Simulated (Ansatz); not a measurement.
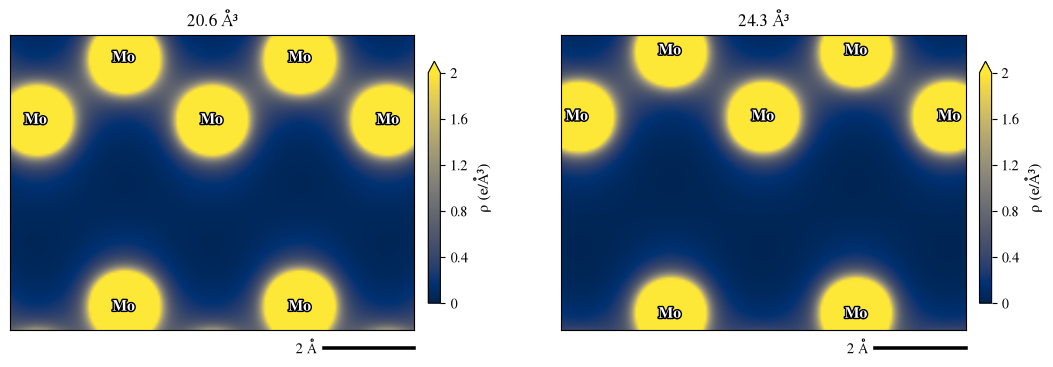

Mo. The valence pseudo-density of cells scaled evenly to different volumes (given per atom above each panel), on the (011̄) plane of each (indices in the axes of the cell below), at one length scale and on one colour scale.

A generated structure, not necessarily the stable one; computed without spin polarisation.

Level of theory: DFT, revPBE, plane waves (420 eV) with PAW, scalar-relativistic in Ansatz.

Core electrons are frozen (PAW), and the valence fields are smoothed inside the atomic spheres.

The largest cell:

```yaml
crystal:
  lattice:
    - [0.00000, 2.89647, 2.89647]
    - [2.89647, 0.00000, 2.89647]
    - [2.89647, 2.89647, 0.00000]
  atoms:
    - { symbol: Mo, position: [0.12500, 0.12500, 0.12500] }
    - { symbol: Mo, position: [0.87500, 0.87500, 0.87500] }
```

| volume (Å³/atom) | Mo–Mo contact in the plane (Å) | ρ at its midpoint (e/Å³) | pressure (GPa) | 
| --- | --- | --- | --- |
| 20.56 | 2.373 | 0.748 | 16.8 | 
| 21.50 | 2.408 | ? | ? | 
| 24.30 | 2.508 | 0.610 | −3.7 | 

Q: What values belong in the row with question marks?

A: Over the known rows ln ρ falls by 1.51 per Å of Mo–Mo distance (the line through the two), which gives 0.709 e/Å³ at 2.408 Å; the calculation gives 0.708 e/Å³. For the pressure, a straight line in volume between the neighbouring rows gives 11.6 GPa; the calculation gives 10.0, lower because pressure rises ever faster on compression.
